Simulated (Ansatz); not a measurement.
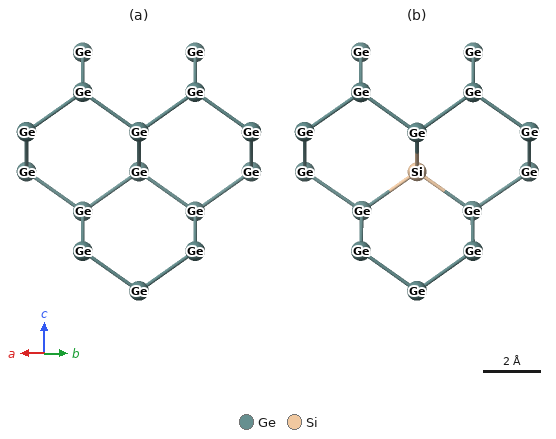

Left: perfect Ge. Right: the same region with one point defect, after relaxing the atoms in a supercell of 64 sites. Style: ball-and-stick. Shown: the atoms within 5.4 Å of one point, in a slice 5.0 Å thick across the line of sight, along [110].

All numbers below come from Ansatz 0.2.0, DFT, PBEsol, PAW, plane waves. Set-up: plane-wave cutoff 420 eV; k-point mesh 1 × 1 × 1; mesh shifted by (0.25, 0.25, 0.25); collinear spin. Fermi-Dirac smearing of 0.01 eV. A uniform background neutralises the charged cell. The axes drawn are those of the host's conventional cell.

> What kind of defect was made?

A germanium atom is replaced by silicon.

The charge state of the cell is −1.

> How does the lattice respond?

In the host the Ge atom has 4 Ge at 2.46 Å; the Si atom ends with 4 Ge at 2.41 to 2.43 Å. Of the host's atoms, a germanium atom moves furthest from its site, by 0.05 Å. The cell's net moment is 0.73 μB.

Limits of the set-up: the cell is charged, on a uniform background, and energies carry no finite-size correction.
